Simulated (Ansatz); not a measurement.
# Geometry relaxation of InSe (part 1 of 2)

The run: geometry relaxation of InSe (8 atoms in the cell). Method and program: DFT PBE+D3(BJ), scalar-relativistic, plane waves, PAW, no spin polarisation (Ansatz 0.2.0).

The structure derives from an entry of the Crystallography Open Database. It belongs to a series of runs on one base structure; here: volume × 0.91, shape and atoms relaxed.

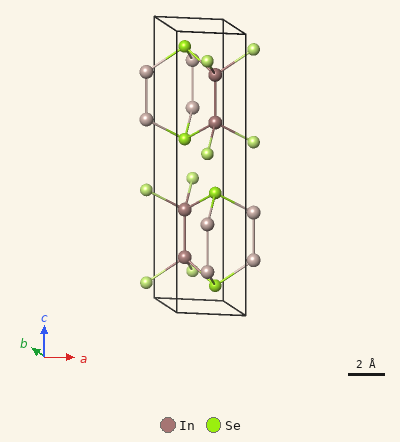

Figure 1. The starting structure (ball-and-stick view of the cell of the calculation, seen slightly off an axis; neighbours outside the cell are drawn fainter). An atom can appear more than once, as a periodic image. Near neighbours in the periodic cell (some may lie outside the picture): In has 1 In at 2.73 Å and 3 Se at 2.61 Å; Se has 3 In at 2.61 Å.

### Input
```yaml
crystal:
  lattice:
    - [3.9213111364, 0.0, 0.0]
    - [-1.9606555682, 3.3959550603, 0.0]
    - [0.0, 0.0, 16.1252356226]
  atoms:
    - { symbol: In, position: [0.3333333333, 0.6666666667, 0.1653391801] }
    - { symbol: In, position: [0.6666666667, 0.3333333333, 0.6653391801] }
    - { symbol: In, position: [0.3333333333, 0.6666666667, 0.3346608199] }
    - { symbol: In, position: [0.6666666667, 0.3333333333, 0.8346608199] }
    - { symbol: Se, position: [0.3333333333, 0.6666666667, 0.5852046391] }
    - { symbol: Se, position: [0.6666666667, 0.3333333333, 0.0852046391] }
    - { symbol: Se, position: [0.3333333333, 0.6666666667, 0.9147953609] }
    - { symbol: Se, position: [0.6666666667, 0.3333333333, 0.4147953609] }
basis:
  ecutwfc: 420
kpoints:
  mp_grid: { grid: [12, 12, 2] }
hamiltonian:
  xc: pbe
  dispersion: d3bj
scf:
  occupations: { method: gaussian, width: 0.02 }
output:
  forces: true
  stress: true
  eigenvalues: true
  write_density: true
  write_potential: true
  elf: true
  volumetric_format: npy
relax:
  adjacent_minimum: "off"
  f_tol: 0.01
  max_steps: 30
  cell: { stress_tol: 0.1, fix: [volume] }
```

Hardware: 2 threads of Intel Xeon @ 2.50GHz (Skylake/Cascade Lake), 189 GiB of memory available, shared host.

Run as:
```bash
ansatz run input.yaml --threads 2 --pin off --max-ram 5120MiB --backend cpu --events-out ev --progress --plain --runs-dir out
```

### The program's output
```
Engine: ansatz 0.2.0, x86_64-unknown-linux-gnu
Pseudopotentials: kind: paw
Pseudopotential: In, paw, valence charge 13, recommended cutoff 420 eV (normal), In.paw.azcp
Pseudopotential: Se, paw, valence charge 16, recommended cutoff 420 eV (normal), Se.paw.azcp
Functional definition: PBE
  parameter kappa = 0.804
  parameter beta = 0.06672455060314922
  exchange = pbe_x(kappa = kappa, mu = beta*pi^2/3)
  correlation = pbe_c(beta = beta)
Crystal: 8 atoms, lattice volume = 214.733 Å³
Basis set: ecut = 420 eV, 4229 PW (Γ), exchange–correlation on 54×54×216 points (8 copies of the dense FFT grid, shifted against one another)
Bands: 70, of which v1, the nominal top of the filled ones, is band 58 counted from 1 (57 counted from 0)
Symmetry: 24 space group operations
Space group: P63/mmc (ITA 194), of the structure as read, at distance tolerance 6.0e-5 Å
k-points: 38 of 288
Non-local potential: In, projectors of the file, l = 0: 2, l = 1: 2, l = 2: 2, l = 3: 2
Non-local potential: Se, projectors of the file, l = 0: 2, l = 1: 2, l = 2: 3, l = 3: 1
PAW form: soft (Blöchl's): semilocal exchange-correlation on the pseudo side does not see the compensation charge
PAW one-centre angular grid: In, 590 points (default); XC on 64 Gauss nodes
PAW one-centre angular grid: Se, 590 points (default); XC on 64 Gauss nodes
Initial density: superposition of atomic densities (neutral atoms: chi_scale 0, normalization atom), corrected by the library's trained network
Initial wavefunctions: pseudopotential atomic-orbital guess
Functional: x = pbe(κ = 0.804, μ = 0.2195149727645171), c = pbe(β = 0.06672455060314922)
SCF iter   1: F=—  HF=-44273.937013 eV  |F-HF|=—  |Δ(HF+E_count)|=         —  Δρ=1.66e-3  dr2=2.01e-2  ethr=1.77e-3  ⟨swp⟩=6.1  Hψ=10517  notcnv=0  defer=13
preconditioner: auto → Resta (q_TF=auto, 2.462 Å⁻¹)  ε∞=3.4  [insulator: Δε(μ)=0.595 eV  Ē_g=14.187 eV  σ=0.020 eV  W_gap=1.00  n_scr=66 (ndim 8)  ℏωp=22.1 eV  f_vac=0.054  D(μ)=0.00/eV (n_scr^D=0)  ε∞_Penn≈3.4]
SCF iter   2: F=—  HF=-44273.933119 eV  |F-HF|=—  |Δ(HF+E_count)|=   3.89e-3  Δρ=6.19e-4  dr2=6.53e-4  ethr=1.73e-5  ⟨swp⟩=2.3  Hψ=4264  notcnv=0  defer=274
SCF iter   3: F=—  HF=-44273.933358 eV  |F-HF|=—  |Δ(HF+E_count)|=   2.38e-4  Δρ=3.24e-4  dr2=1.83e-4  ethr=5.63e-7  ⟨swp⟩=2.7  Hψ=4076  notcnv=0  defer=274
SCF iter   4: F=—  HF=-44273.933516 eV  |F-HF|=—  |Δ(HF+E_count)|=   1.58e-4  Δρ=4.99e-5  dr2=8.04e-6  ethr=1.58e-7  ⟨swp⟩=2.8  Hψ=4560  notcnv=0  defer=274
SCF iter   5: F=—  HF=-44273.933599 eV  |F-HF|=—  |Δ(HF+E_count)|=   8.33e-5  Δρ=2.20e-5  dr2=1.44e-6  ethr=6.93e-9  ⟨swp⟩=2.0  Hψ=4590  notcnv=0  defer=274
SCF iter   6: F=—  HF=-44273.933600 eV  |F-HF|=—  |Δ(HF+E_count)|=   4.72e-7  Δρ=8.79e-6  dr2=2.08e-7  ethr=1.25e-9  ⟨swp⟩=2.0  Hψ=4590  notcnv=0  defer=274
SCF iter   7: F=-44273.933600 eV  HF=-44273.933600 eV  |F-HF|=1.22e-8  |Δ(HF+E_count)|=   2.62e-7  Δρ=1.73e-6  dr2=7.10e-9  ethr=8.62e-11  ⟨swp⟩=13.7  Hψ=18300  notcnv=0
SCF 1 converged in 7 iterations: F = -44273.933600 eV  dr2 = 7.10e-9
  greatest PAW one-centre occupation: 1.000 electrons in one spin orbital (limit 2), on the Se atom at site 7 (counted from 0), in its partial waves of l = 2
relax step   1: F+E_penalty+E_count = -44273.93359998 eV  Δ(F+E_penalty+E_count) = +0.000e0 eV  max|allowed force component| = 2.462e-1 eV/Å  Δτ_max = 0.0000 Å  P = +4.151 GPa  Ω = 214.733 Å³  fix = [volume]  reactions: volume +4.151 GPa  (7 SCF iters, dr2 threshold 1.00e-7 eV, accepted)
Initial density: handed on by an earlier stage of this run
Initial wavefunctions: those handed on with the density
iter 1 solved again at ethr=8.45e-5 eV; its pass at ethr=3.10e-3 eV (dr2=9.80e-2 eV) is discarded
SCF iter   1: F=—  HF=-44273.921443 eV  |F-HF|=—  |Δ(HF+E_count)|=         —  Δρ=7.31e-3  dr2=1.02e-1  ethr=8.45e-5  ⟨swp⟩=2.7  Hψ=10903  notcnv=0
preconditioner: auto → Resta (q_TF=auto, 2.462 Å⁻¹)  ε∞=3.5  [insulator: Δε(μ)=0.447 eV  Ē_g=14.049 eV  σ=0.020 eV  W_gap=1.00  n_scr=66 (ndim 8)  ℏωp=22.1 eV  f_vac=0.055  D(μ)=0.00/eV (n_scr^D=0)  ε∞_Penn≈3.5]
SCF iter   2: F=—  HF=-44273.891156 eV  |F-HF|=—  |Δ(HF+E_count)|=   3.03e-2  Δρ=3.17e-3  dr2=1.50e-2  ethr=8.45e-5  ⟨swp⟩=3.7  Hψ=5098  notcnv=0
SCF iter   3: F=—  HF=-44273.888102 eV  |F-HF|=—  |Δ(HF+E_count)|=   3.05e-3  Δρ=7.36e-4  dr2=1.12e-3  ethr=1.29e-5  ⟨swp⟩=2.5  Hψ=5064  notcnv=0
SCF iter   4: F=—  HF=-44273.888446 eV  |F-HF|=—  |Δ(HF+E_count)|=   3.44e-4  Δρ=3.09e-4  dr2=2.12e-4  ethr=9.67e-7  ⟨swp⟩=2.0  Hψ=5308  notcnv=0
SCF iter   5: F=—  HF=-44273.888709 eV  |F-HF|=—  |Δ(HF+E_count)|=   2.63e-4  Δρ=8.94e-5  dr2=1.92e-5  ethr=1.83e-7  ⟨swp⟩=2.0  Hψ=4864  notcnv=0
SCF iter   6: F=—  HF=-44273.888718 eV  |F-HF|=—  |Δ(HF+E_count)|=   9.05e-6  Δρ=2.44e-5  dr2=2.42e-6  ethr=1.66e-8  ⟨swp⟩=2.0  Hψ=4864  notcnv=0
SCF iter   7: F=-44273.888720 eV  HF=-44273.888720 eV  |F-HF|=1.45e-7  |Δ(HF+E_count)|=   2.53e-6  Δρ=9.13e-6  dr2=2.33e-7  ethr=6.90e-10  ⟨swp⟩=11.1  Hψ=23353  notcnv=0
SCF 2 converged in 7 iterations: F = -44273.888720 eV  dr2 = 2.33e-7
relax step   2: F+E_penalty+E_count = -44273.88872028 eV  Δ(F+E_penalty+E_count) = +4.488e-2 eV  max|allowed force component| = 4.228e-1 eV/Å  Δτ_max = 0.1036 Å  P = +2.423 GPa  Ω = 214.733 Å³  energy of the carried Pulay correction = +1.525e-17 eV  fix = [volume]  (7 SCF iters, dr2 threshold 8.00e-7 eV, rejected (line search))
iter 1 solved again at ethr=4.10e-5 eV; its pass at ethr=3.10e-3 eV (dr2=4.75e-2 eV) is discarded
SCF iter   1: F=—  HF=-44273.962606 eV  |F-HF|=—  |Δ(HF+E_count)|=         —  Δρ=5.26e-3  dr2=4.53e-2  ethr=4.10e-5  ⟨swp⟩=2.9  Hψ=11696  notcnv=0
preconditioner: auto → Resta (q_TF=auto, 2.462 Å⁻¹)  ε∞=3.4  [insulator: Δε(μ)=0.690 eV  Ē_g=14.118 eV  σ=0.020 eV  W_gap=1.00  n_scr=66 (ndim 8)  ℏωp=22.1 eV  f_vac=0.049  D(μ)=0.00/eV (n_scr^D=0)  ε∞_Penn≈3.4]
SCF iter   2: F=—  HF=-44273.948945 eV  |F-HF|=—  |Δ(HF+E_count)|=   1.37e-2  Δρ=2.30e-3  dr2=7.16e-3  ethr=3.90e-5  ⟨swp⟩=3.6  Hψ=5141  notcnv=0
SCF iter   3: F=—  HF=-44273.947728 eV  |F-HF|=—  |Δ(HF+E_count)|=   1.22e-3  Δρ=4.34e-4  dr2=3.56e-4  ethr=6.18e-6  ⟨swp⟩=2.1  Hψ=5019  notcnv=0
SCF iter   4: F=—  HF=-44273.947925 eV  |F-HF|=—  |Δ(HF+E_count)|=   1.97e-4  Δρ=1.90e-4  dr2=8.67e-5  ethr=3.07e-7  ⟨swp⟩=2.0  Hψ=4957  notcnv=0
SCF iter   5: F=—  HF=-44273.947918 eV  |F-HF|=—  |Δ(HF+E_count)|=   6.70e-6  Δρ=5.81e-5  dr2=7.83e-6  ethr=7.48e-8  ⟨swp⟩=2.1  Hψ=4809  notcnv=0
SCF iter   6: F=—  HF=-44273.948007 eV  |F-HF|=—  |Δ(HF+E_count)|=   8.90e-5  Δρ=1.62e-5  dr2=1.01e-6  ethr=6.75e-9  ⟨swp⟩=2.0  Hψ=4862  notcnv=0
SCF iter   7: F=—  HF=-44273.948008 eV  |F-HF|=—  |Δ(HF+E_count)|=   1.28e-6  Δρ=5.76e-6  dr2=9.66e-8  ethr=8.69e-10  ⟨swp⟩=2.0  Hψ=4858  notcnv=0
SCF iter   8: F=—  HF=-44273.948008 eV  |F-HF|=—  |Δ(HF+E_count)|=   9.75e-8  Δρ=1.57e-6  dr2=6.98e-9  ethr=8.33e-11  ⟨swp⟩=2.0  Hψ=4864  notcnv=0
SCF iter   9: F=—  HF=-44273.948008 eV  |F-HF|=—  |Δ(HF+E_count)|=   1.50e-8  Δρ=4.94e-7  dr2=6.26e-10  ethr=6.01e-12  ⟨swp⟩=2.0  Hψ=4045  notcnv=0
SCF iter  10: F=-44273.948008 eV  HF=-44273.948008 eV  |F-HF|=5.82e-11  |Δ(HF+E_count)|=  8.59e-10  Δρ=2.08e-7  dr2=9.58e-11  ethr=1.00e-12  ⟨swp⟩=6.1  Hψ=12282  notcnv=0
SCF 3 converged in 10 iterations: F = -44273.948008 eV  dr2 = 9.58e-11
relax step   3: F+E_penalty+E_count = -44273.94800848 eV  Δ(F+E_penalty+E_count) = -1.441e-2 eV  max|allowed force component| = 1.068e-2 eV/Å  Δτ_max = 0.0313 Å  P = +3.468 GPa  Ω = 214.733 Å³  energy of the carried Pulay correction = -7.624e-18 eV  fix = [volume]  reactions: volume +3.468 GPa  (10 SCF iters, accepted)
iter 1 solved again at ethr=1.60e-7 eV; its pass at ethr=3.10e-3 eV (dr2=1.86e-4 eV) is discarded
SCF iter   1: F=—  HF=-44273.948213 eV  |F-HF|=—  |Δ(HF+E_count)|=         —  Δρ=3.21e-4  dr2=1.51e-4  ethr=1.60e-7  ⟨swp⟩=3.3  Hψ=12168  notcnv=0
preconditioner: auto → Resta (q_TF=auto, 2.462 Å⁻¹)  ε∞=3.4  [insulator: Δε(μ)=0.604 eV  Ē_g=14.128 eV  σ=0.020 eV  W_gap=1.00  n_scr=66 (ndim 8)  ℏωp=22.1 eV  f_vac=0.052  D(μ)=0.00/eV (n_scr^D=0)  ε∞_Penn≈3.4]
SCF iter   2: F=—  HF=-44273.948186 eV  |F-HF|=—  |Δ(HF+E_count)|=   2.65e-5  Δρ=1.47e-4  dr2=2.21e-5  ethr=1.30e-7  ⟨swp⟩=2.1  Hψ=3923  notcnv=0
SCF iter   3: F=—  HF=-44273.948222 eV  |F-HF|=—  |Δ(HF+E_count)|=   3.61e-5  Δρ=4.51e-5  dr2=3.76e-6  ethr=1.91e-8  ⟨swp⟩=2.8  Hψ=4125  notcnv=0
SCF iter   4: F=—  HF=-44273.948222 eV  |F-HF|=—  |Δ(HF+E_count)|=   8.41e-8  Δρ=8.14e-6  dr2=2.35e-7  ethr=3.24e-9  ⟨swp⟩=2.8  Hψ=4765  notcnv=0
SCF iter   5: F=-44273.948222 eV  HF=-44273.948222 eV  |F-HF|=1.14e-8  |Δ(HF+E_count)|=   6.39e-9  Δρ=3.21e-6  dr2=2.27e-8  ethr=4.32e-11  ⟨swp⟩=9.3  Hψ=19078  notcnv=0
the search or the solves at the SCF's close seem to have found levels that the self-consistency loop had missed (the run counts 2). By its estimate they hold under 1e-12 electrons; where the run keeps them, the occupations were computed again with them
SCF 4 converged in 5 iterations: F = -44273.948222 eV  dr2 = 2.27e-8
  greatest PAW one-centre occupation: 1.000 electrons in one spin orbital (limit 2), on the Se atom at site 6 (counted from 0), in its partial waves of l = 2
relax step   4: F+E_penalty+E_count = -44273.94822225 eV  Δ(F+E_penalty+E_count) = -2.138e-4 eV  max|allowed force component| = 1.547e-2 eV/Å  Δτ_max = 0.0034 Å  P = +3.475 GPa  Ω = 214.733 Å³  energy of the carried Pulay correction = +1.525e-17 eV  fix = [volume]  reactions: volume +3.475 GPa  (5 SCF iters, dr2 threshold 5.01e-8 eV, accepted)
iter 1 solved again at ethr=3.41e-8 eV; its pass at ethr=3.10e-3 eV (dr2=3.96e-5 eV) is discarded
SCF iter   1: F=—  HF=-44273.948256 eV  |F-HF|=—  |Δ(HF+E_count)|=         —  Δρ=1.64e-4  dr2=3.78e-5  ethr=3.41e-8  ⟨swp⟩=3.0  Hψ=10527  notcnv=0
preconditioner: auto → Resta (q_TF=auto, 2.462 Å⁻¹)  ε∞=3.4  [insulator: Δε(μ)=0.613 eV  Ē_g=14.128 eV  σ=0.020 eV  W_gap=1.00  n_scr=66 (ndim 8)  ℏωp=22.1 eV  f_vac=0.052  D(μ)=0.00/eV (n_scr^D=0)  ε∞_Penn≈3.4]
SCF iter   2: F=—  HF=-44273.948207 eV  |F-HF|=—  |Δ(HF+E_count)|=   4.95e-5  Δρ=6.65e-5  dr2=3.82e-6  ethr=3.26e-8  ⟨swp⟩=2.0  Hψ=4027  notcnv=0
SCF iter   3: F=—  HF=-44273.948286 eV  |F-HF|=—  |Δ(HF+E_count)|=   7.90e-5  Δρ=1.98e-5  dr2=5.14e-7  ethr=3.29e-9  ⟨swp⟩=2.1  Hψ=4178  notcnv=0
SCF iter   4: F=—  HF=-44273.948286 eV  |F-HF|=—  |Δ(HF+E_count)|=   7.94e-8  Δρ=4.73e-6  dr2=6.39e-8  ethr=4.43e-10  ⟨swp⟩=2.6  Hψ=4718  notcnv=0
SCF iter   5: F=-44273.948286 eV  HF=-44273.948286 eV  |F-HF|=3.35e-10  |Δ(HF+E_count)|=   5.85e-9  Δρ=1.19e-6  dr2=3.99e-9  ethr=1.29e-11  ⟨swp⟩=8.0  Hψ=15268  notcnv=0
SCF 5 converged in 5 iterations: F = -44273.948286 eV  dr2 = 3.99e-9
relax step   5: F+E_penalty+E_count = -44273.94828575 eV  Δ(F+E_penalty+E_count) = -6.350e-5 eV  max|allowed force component| = 2.315e-4 eV/Å  Δτ_max = 0.0018 Å  P = +3.475 GPa  Ω = 214.733 Å³  energy of the carried Pulay correction = +9.149e-17 eV  fix = [volume]  reactions: volume +3.475 GPa  (5 SCF iters, dr2 threshold 1.50e-8 eV, accepted)
Initial wavefunctions: pseudopotential atomic-orbital guess (no wavefunctions were taken with the density)
iter 1 solved again at ethr=1.90e-8 eV; its pass at ethr=3.10e-3 eV (dr2=2.21e-5 eV) is discarded
SCF iter   1: F=—  HF=-44273.948251 eV  |F-HF|=—  |Δ(HF+E_count)|=         —  Δρ=1.36e-6  dr2=4.25e-9  ethr=1.90e-8  ⟨swp⟩=3.2  Hψ=18755  notcnv=0
preconditioner: auto → Resta (q_TF=auto, 2.462 Å⁻¹)  ε∞=3.4  [insulator: Δε(μ)=0.613 eV  Ē_g=14.129 eV  σ=0.020 eV  W_gap=1.00  n_scr=66 (ndim 8)  ℏωp=22.1 eV  f_vac=0.052  D(μ)=0.00/eV (n_scr^D=0)  ε∞_Penn≈3.4]
SCF iter   2: F=—  HF=-44273.948287 eV  |F-HF|=—  |Δ(HF+E_count)|=   3.61e-5  Δρ=7.44e-7  dr2=1.74e-9  ethr=3.67e-12  ⟨swp⟩=3.0  Hψ=5366  notcnv=0
SCF iter   3: F=—  HF=-44273.948287 eV  |F-HF|=—  |Δ(HF+E_count)|=  9.60e-10  Δρ=3.91e-7  dr2=4.86e-10  ethr=1.50e-12  ⟨swp⟩=2.0  Hψ=3097  notcnv=0
SCF iter   4: F=-44273.948287 eV  HF=-44273.948287 eV  |F-HF|=5.09e-11  |Δ(HF+E_count)|=  4.58e-10  Δρ=1.05e-7  dr2=5.31e-11  ethr=1.00e-12  ⟨swp⟩=6.4  Hψ=12444  notcnv=0
SCF 6 converged in 4 iterations: F = -44273.948287 eV  dr2 = 5.31e-11
relax step   6: F+E_penalty+E_count = -44273.94828664 eV  Δ(F+E_penalty+E_count) = -8.909e-7 eV  max|allowed force component| = 2.368e-4 eV/Å  Δτ_max = 0.0000 Å  P = +3.474 GPa  Ω = 214.733 Å³  fix = [volume]  reactions: volume +3.474 GPa  stress off target by 2.27e-3 GPa on what of the cell is left free  SCF on the basis re-selected at this cell (its energy is not comparable with the rows above)  (4 SCF iters)
```

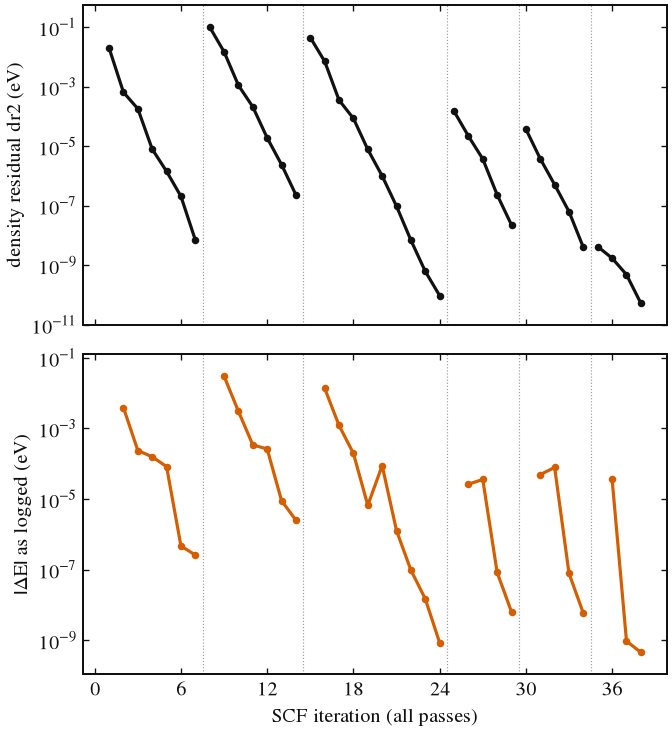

Figure 2. Convergence of the self-consistent field: density residual dr2 and size of the energy change against the SCF iteration. The dotted lines part the SCF passes of the relaxation: geometry steps, rejected trials and re-solves on a re-selected basis. The 6 passes take 4 to 10 iterations each, 38 in all.

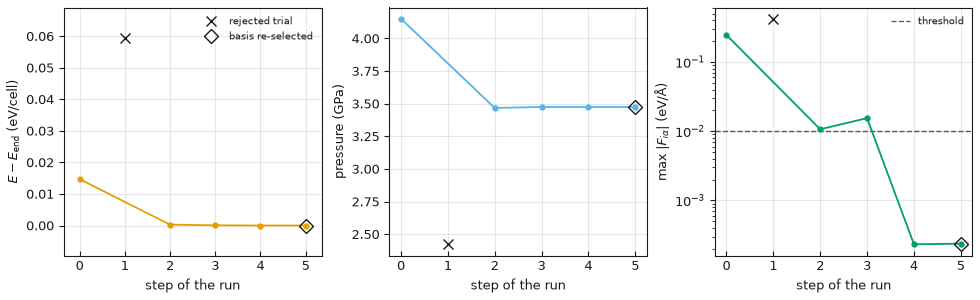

Figure 3. Progress of the relaxation, step by step (the first geometry is step 0 here and step 1 in the log).

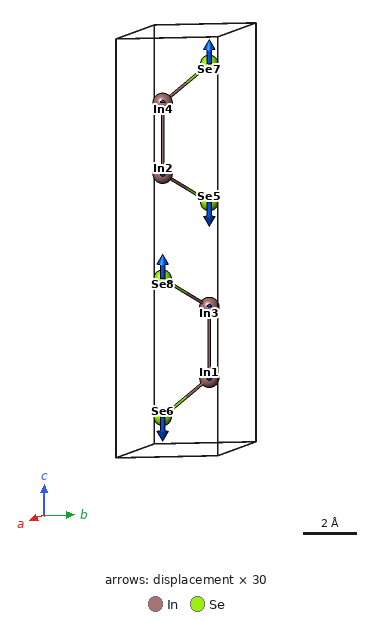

Figure 4. The starting structure with the displacements as blue arrows, magnified 30 times (ball-and-stick view of the cell of the calculation, seen slightly off an axis). After 4 geometry steps the energy has fallen by 14.7 meV per cell of the calculation. Largest force component: 0.25 eV/Å at the start, 0.00024 eV/Å at the end. The pressure goes from 4.15 to 3.47 GPa. The line search rejected the trial step at point 1 (counted from 0) and went back. The largest moves relative to the cell, 0.032 Å, are those of Se5, Se6, Se7 and Se8. By element the largest moves are Se 0.032 Å, In 0.004 Å. The drawn cell changes at constant volume: a = b 3.921 → 3.922 Å (0.0 %), c 16.125 → 16.119 Å (0.0 %). Among the contacts that change: In1–Se6 2.607 → 2.621 Å, In1–In3 2.730 → 2.738 Å. The space group stays P6_3/mmc (No. 194). A last SCF at the same geometry on a re-selected plane-wave basis shifts the energy by next to nothing (0.0 meV per cell of the calculation). (Atoms are counted from 1 in the order of the input.)
